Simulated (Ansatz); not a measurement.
A series of calculations on H3C2N

Part 1: Relaxation

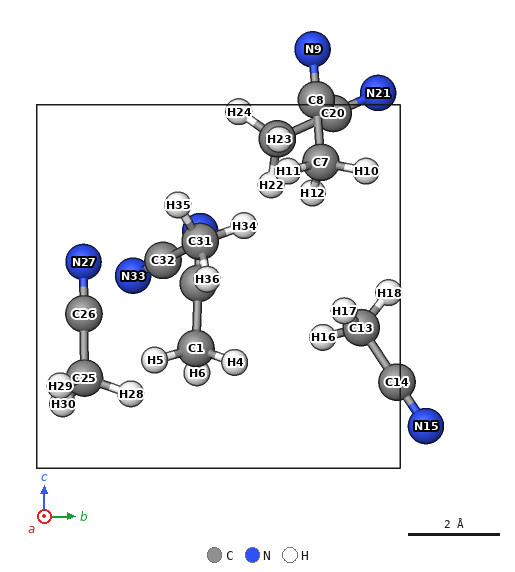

This is the input geometry for a relaxation of an amorphous cell of composition H3C2N. A ball-and-stick model of the cell of the calculation, seen along the a axis.

The cell holds 6 CH3CN. The run prepares the start of a later molecular dynamics calculation, from a guessed geometry.

These are results of Ansatz, DFT PBE-D3(BJ), scalar-relativistic, plane waves, PAW, not measurements.

The input:
```yaml
crystal:
  lattice:
    - [8.051748, 0.0, 0.0]
    - [0.0, 8.051748, 0.0]
    - [0.0, 0.0, 8.051748]
  atoms:
    - { symbol: C, position: [0.3149513, 0.4383664, 0.3292915] }
    - { symbol: C, position: [0.2848009, 0.4447338, 0.5080823] }
    - { symbol: "N", position: [0.2604806, 0.4498701, 0.6523008] }
    - { symbol: H, position: [0.3896, 0.544778, 0.2907743] }
    - { symbol: H, position: [0.3812373, 0.3245409, 0.2972076] }
    - { symbol: H, position: [0.1972635, 0.4408707, 0.2620401] }
    - { symbol: C, position: [0.9524805, 0.7823548, 0.8413208] }
    - { symbol: C, position: [0.8967097, 0.7696066, 1.0134918] }
    - { symbol: "N", position: [0.8517232, 0.7593235, 1.1523704] }
    - { symbol: H, position: [1.0012892, 0.9065112, 0.8171891] }
    - { symbol: H, position: [1.0501452, 0.6915024, 0.8170948] }
    - { symbol: H, position: [0.849008, 0.75888, 0.75693] }
    - { symbol: C, position: [0.6413635, 0.8929077, 0.3865675] }
    - { symbol: C, position: [0.6671983, 0.9915953, 0.2365373] }
    - { symbol: "N", position: [0.6880375, 1.0711999, 0.1155181] }
    - { symbol: H, position: [0.5605494, 0.787435, 0.3596595] }
    - { symbol: H, position: [0.7600215, 0.8464047, 0.4327974] }
    - { symbol: H, position: [0.5836004, 0.9687924, 0.482923] }
    - { symbol: C, position: [0.5454492, 0.6622401, 0.906063] }
    - { symbol: C, position: [0.4787627, 0.8158104, 0.9759544] }
    - { symbol: "N", position: [0.4249712, 0.9396852, 1.0323311] }
    - { symbol: H, position: [0.500606, 0.645401, 0.7792364] }
    - { symbol: H, position: [0.6809323, 0.6667886, 0.9042993] }
    - { symbol: H, position: [0.5062266, 0.5561239, 0.9807649] }
    - { symbol: C, position: [0.0683702, 0.1314888, 0.2478715] }
    - { symbol: C, position: [0.0274433, 0.1300873, 0.4246164] }
    - { symbol: "N", position: [-0.0055696, 0.1289568, 0.5671846] }
    - { symbol: H, position: [0.0824468, 0.2590858, 0.2042793] }
    - { symbol: H, position: [0.1844687, 0.0648706, 0.2263634] }
    - { symbol: H, position: [-0.0302493, 0.0715904, 0.1766968] }
    - { symbol: C, position: [0.7897038, 0.4498185, 0.6236184] }
    - { symbol: C, position: [0.6490414, 0.3477763, 0.5714916] }
    - { symbol: "N", position: [0.5355785, 0.2654657, 0.5294445] }
    - { symbol: H, position: [0.7460946, 0.5705266, 0.6672904] }
    - { symbol: H, position: [0.8569729, 0.3886291, 0.7241677] }
    - { symbol: H, position: [0.8744983, 0.4689772, 0.5195882] }
basis:
  ecutwfc: 420.0
kpoints:
  mp_grid: { grid: [1, 1, 1] }
hamiltonian:
  xc: pbe
  dispersion: d3bj
scf:
  occupations: { method: fermi_dirac, width: 0.02 }
  lower_state_search: "off"
relax:
  f_tol: 0.3
  max_steps: 15
  adjacent_minimum: "off"
```

Launched with:
```bash
ansatz run input.yaml --threads 1 --pin off --max-ram 3072MiB --backend cpu --events-out ev --progress --plain --runs-dir out
```

**Where does the relaxation end?**

Over 12 geometry steps the energy falls by 55.9 meV per atom. The largest force component goes from 2.1 to 0.02 eV/Å. N3 moves most: 1.25 Å roughly along [−1 3 −1]. Largest moves by element: N 1.25 Å, H 1.18 Å, C 1.01 Å. The cell doesn't change. Among the contacts that change: C14–N15 1.178 → 1.162 Å, C13–C14 1.461 → 1.450 Å, C13–H16 1.092 → 1.097 Å. Bond angles that change, for instance: H5–C1–H6 108.8° → 111.2°, H10–C7–H11 108.8° → 106.8°. The run took 28 s on 1 thread of Intel(R) Xeon(R) Platinum 8488C (Sapphire Rapids), with other jobs on the host, peak memory 0.53 GiB.

Step by step:

| step | E − E(0), meV/atom | largest force component, eV/Å |
| --- | --- | --- |
| 0 | 0.00 | 2.1228 |
| 1 | -25.15 | 0.4539 |
| 2 | -35.45 | 0.7014 |
| 3 | -42.55 | 0.6041 |
| 4 | -46.39 | 0.5592 |
| 5 | -48.67 | 0.4583 |
| 6 | -50.39 | 0.3690 |
| 7 | -51.72 | 0.4619 |
| 8 | -52.74 | 0.5396 |
| 9 | -53.60 | 0.4407 |
| 10 | -54.14 | 0.3962 |
| 11 | -54.85 | 0.3176 |
| 12 | -55.86 | 0.0203 |

Final geometry:

```
CELL_PARAMETERS angstrom
8.05175 0.00000 0.00000
0.00000 8.05175 0.00000
0.00000 0.00000 8.05175
ATOMIC_POSITIONS crystal
C 0.32770 0.48327 0.34360
C 0.26379 0.54556 0.49960
N 0.21230 0.59532 0.62471
H 0.44574 0.54443 0.31425
H 0.35190 0.34966 0.35335
H 0.23863 0.51018 0.24392
C 0.97661 0.82269 0.88490
C 0.94499 0.72980 0.03581
N 0.91744 0.65474 0.15621
H 0.06789 0.92092 0.90846
H 0.03015 0.74122 0.78938
H 0.86227 0.88041 0.83833
C 0.60098 0.93249 0.36672
C 0.62103 0.06969 0.25175
N 0.63732 0.18101 0.16129
H 0.48039 0.87308 0.34472
H 0.70035 0.84098 0.34739
H 0.60647 0.98033 0.49424
C 0.52162 0.57246 0.92560
C 0.42555 0.70518 0.99943
N 0.34957 0.81113 0.06125
H 0.47810 0.54915 0.79870
H 0.65386 0.60592 0.92566
H 0.50950 0.45685 0.99719
C 0.07312 0.10561 0.23167
C 0.02781 0.07411 0.40309
N 0.98947 0.05020 0.54015
H 0.11447 0.23445 0.21715
H 0.17293 0.02147 0.19178
H 0.96387 0.08835 0.15221
C 0.83038 0.44946 0.56034
C 0.68105 0.35201 0.58399
N 0.56029 0.27535 0.60321
H 0.82037 0.56829 0.62622
H 0.93793 0.38170 0.60924
H 0.85037 0.47552 0.42785
```

The end point in the same view:

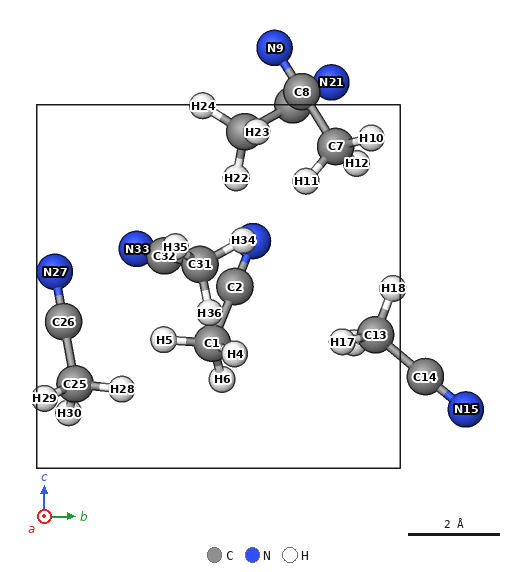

Limits of the set-up: the periodic images lie only 8.1 Å apart, so the values are limited by the cell's size.

Part 2: Dynamics

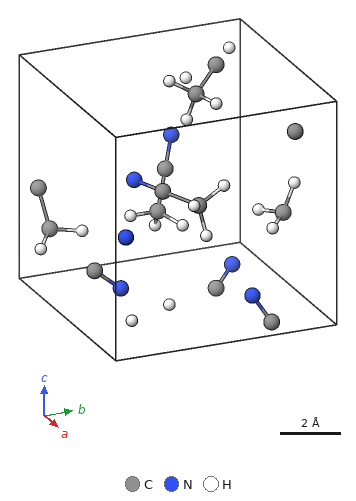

Starting frame of a dynamics run of a periodic cell with 6 CH3CN at 0.784 g/cm³. A ball-and-stick model of the simulation cell, seen from a free direction.

Level of theory: Ansatz 0.2.0, DFT PBE-D3(BJ), scalar-relativistic, plane waves, PAW.

Input file:
```yaml
crystal:
  lattice:
    - [8.051748, 0.0, 0.0]
    - [0.0, 8.051748, 0.0]
    - [0.0, 0.0, 8.051748]
  atoms:
    - { symbol: C, position: [0.32770137, 0.48327212, 0.34360134] }
    - { symbol: C, position: [0.26379265, 0.54556, 0.49959794] }
    - { symbol: "N", position: [0.21230484, 0.59532428, 0.62471401] }
    - { symbol: H, position: [0.44573837, 0.54443408, 0.31425482] }
    - { symbol: H, position: [0.35190242, 0.34966055, 0.35334519] }
    - { symbol: H, position: [0.23862703, 0.51017504, 0.24392217] }
    - { symbol: C, position: [0.9766059, 0.82268623, 0.88490098] }
    - { symbol: C, position: [0.94498858, 0.72979768, 1.03581464] }
    - { symbol: "N", position: [0.91744493, 0.65474295, 1.15621394] }
    - { symbol: H, position: [1.06788532, 0.92092029, 0.90845786] }
    - { symbol: H, position: [1.03015389, 0.74121981, 0.78937759] }
    - { symbol: H, position: [0.86226812, 0.88040599, 0.83832972] }
    - { symbol: C, position: [0.60098321, 0.93248611, 0.36671718] }
    - { symbol: C, position: [0.62102866, 1.06969182, 0.25175039] }
    - { symbol: "N", position: [0.63731503, 1.18101425, 0.16128868] }
    - { symbol: H, position: [0.48039203, 0.8730828, 0.34472286] }
    - { symbol: H, position: [0.70035097, 0.84097515, 0.34739103] }
    - { symbol: H, position: [0.60647169, 0.98032839, 0.49423625] }
    - { symbol: C, position: [0.52161815, 0.57246246, 0.92559993] }
    - { symbol: C, position: [0.42554943, 0.70518223, 0.99942919] }
    - { symbol: "N", position: [0.34957307, 0.81112761, 1.06124963] }
    - { symbol: H, position: [0.47809972, 0.54915466, 0.79869791] }
    - { symbol: H, position: [0.65386299, 0.60591611, 0.92566436] }
    - { symbol: H, position: [0.50950001, 0.45685273, 0.99718707] }
    - { symbol: C, position: [0.07311962, 0.10560648, 0.23167206] }
    - { symbol: C, position: [0.02780918, 0.07410765, 0.40308599] }
    - { symbol: "N", position: [-0.01053054, 0.05019569, 0.54014649] }
    - { symbol: H, position: [0.11446509, 0.23445375, 0.21715226] }
    - { symbol: H, position: [0.1729292, 0.02147129, 0.1917781] }
    - { symbol: H, position: [-0.03613341, 0.08835274, 0.15221165] }
    - { symbol: C, position: [0.83038121, 0.44945911, 0.56033923] }
    - { symbol: C, position: [0.68104849, 0.35201099, 0.58398588] }
    - { symbol: "N", position: [0.56028745, 0.27534662, 0.60320871] }
    - { symbol: H, position: [0.82036817, 0.56829416, 0.62622322] }
    - { symbol: H, position: [0.93793147, 0.38170275, 0.60924472] }
    - { symbol: H, position: [0.85037329, 0.47552115, 0.42784518] }
basis:
  ecutwfc: 420.0
kpoints:
  mp_grid: { grid: [1, 1, 1] }
hamiltonian:
  xc: pbe
  dispersion: d3bj
scf:
  occupations: { method: fermi_dirac, width: 0.02 }
  lower_state_search: "off"
md:
  timestep: 0.5
  n_steps: 250
  ensemble: nvt_langevin
  temperature: 300.0
  initial_velocities: maxwell_boltzmann
  seed: 159300
  friction: 0.02
```

Launched with:
```bash
ansatz run input.yaml --threads 1 --pin off --max-ram 3072MiB --backend cpu --events-out ev --progress --plain --runs-dir out
```

Q: What does the trajectory do?

A: The mean temperature in the second half is 288 K (standard deviation 37 K). The potential energy in the second half lies on average 30.7 meV per atom above the first frame. In the second half of the run the atoms are, in the root-mean-square, this far from where they began (common drift taken out): N 0.38 Å, H 0.38 Å, C 0.25 Å. The heavy atoms stay within a fraction of a molecule's size of their starting places; so short a run doesn't tell a liquid from a solid.

Along the run (each row but the first and the last is the mean over the interval that it begins):

```json
{"time (fs)": "0.0", "potential energy (meV/atom)": "0.0", "T (K)": "292"}
{"time (fs)": "12.5", "potential energy (meV/atom)": "21.7", "T (K)": "253"}
{"time (fs)": "25.0", "potential energy (meV/atom)": "25.5", "T (K)": "278"}
{"time (fs)": "37.5", "potential energy (meV/atom)": "31.7", "T (K)": "288"}
{"time (fs)": "50.0", "potential energy (meV/atom)": "33.9", "T (K)": "271"}
{"time (fs)": "62.5", "potential energy (meV/atom)": "29.9", "T (K)": "318"}
{"time (fs)": "75.0", "potential energy (meV/atom)": "32.8", "T (K)": "266"}
{"time (fs)": "87.5", "potential energy (meV/atom)": "32.5", "T (K)": "255"}
{"time (fs)": "100.0", "potential energy (meV/atom)": "29.2", "T (K)": "293"}
{"time (fs)": "112.5", "potential energy (meV/atom)": "29.2", "T (K)": "304"}
{"time (fs)": "125.0", "potential energy (meV/atom)": "26.2", "T (K)": "368"}
```

The paths of the atoms:

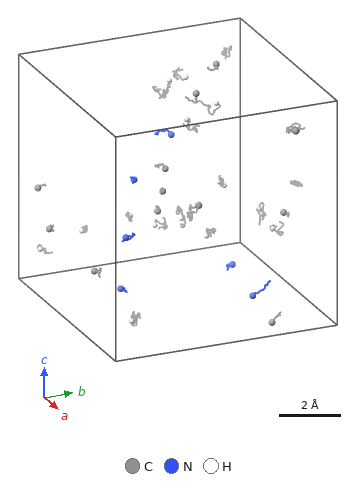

Limits of the set-up: the periodic images lie only 8.1 Å apart, so the values are limited by the cell's size.

The run took 7.8 min on 1 thread of Intel(R) Xeon(R) Platinum 8488C (Sapphire Rapids), on a shared host, peak memory 0.55 GiB.

Part 3: Energy conservation

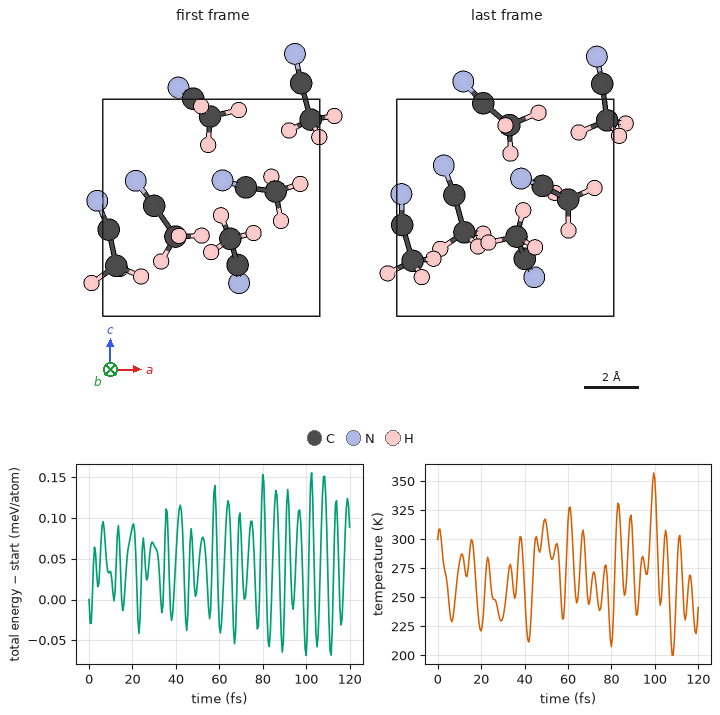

A Born-Oppenheimer molecular dynamics run of a periodic cell with 6 CH3CN at 0.784 g/cm³, 120 fs long. It starts from the last geometry of an earlier run, with fresh velocities. A ball-and-stick model of the simulation cell, seen along the b axis.

Level of theory: DFT PBE-D3(BJ), scalar-relativistic, plane waves, PAW (Ansatz 0.2.0). Set-up: plane-wave cutoff 420 eV; k-point mesh 1 × 1 × 1; Fermi-Dirac smearing 0.02 eV; constant energy (NVE); velocities drawn for 300 K; time step 0.5 fs.

Q: Is this trajectory numerically sound?

A: The total energy stays between −0.069 and 0.16 meV per atom of its start. A straight-line fit has a slope that amounts to +0.0084 meV per atom over 120 fs (under 0.1 % of the mean kinetic energy), and the ripple about it is 1.4 % of the kinetic energy's fluctuation. With a drift under 2 % and a ripple under 7 %, the integration is accurate. Over the second half the temperature averages 271 K (spread ±34 K). The potential energy in the second half lies on average 3.7 meV per atom above the first frame.

Limits of the set-up: the periodic images lie only 8.1 Å apart, so the values are limited by the cell's size.

Cost: 8.4 min on 1 thread of Intel(R) Xeon(R) Platinum 8488C (Sapphire Rapids) (shared host), peak memory 0.55 GiB.
